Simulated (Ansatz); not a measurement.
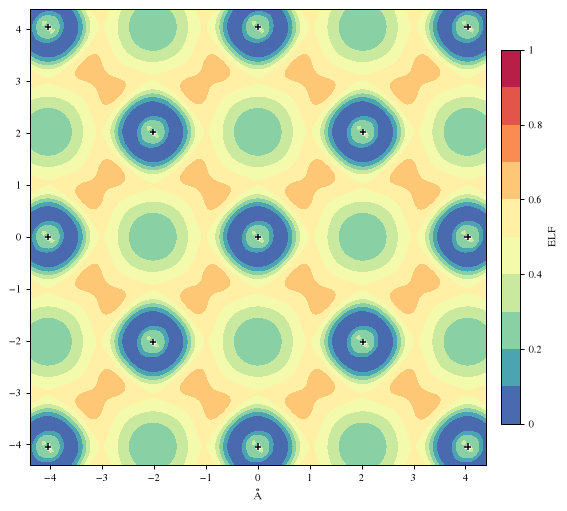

The ELF on a plane through atoms (crosses mark nuclei in the plane).

Method: DFT PBE, scalar-relativistic, plane waves, PAW (Ansatz 0.2.0).

Candidates:
A. Li13O6 (cell charge +1, with a compensating background) (cell with a defect), a = 5.67 Å, b = 5.67 Å, c = 5.67 Å, α = 80.41°, β = 70.53°, γ = 60.00°. 
B. Al, a = 4.04 Å, b = 4.04 Å, c = 4.04 Å, α = 90.00°, β = 90.00°, γ = 90.00°. Space group Fm-3m; computed without spin polarisation.

Q: Which system is this?

A: Candidate B: Al on the (100) plane of the conventional cell, which holds Al. Al–Al (2.86 Å): the ELF peaks at about 0.65 between the atoms.
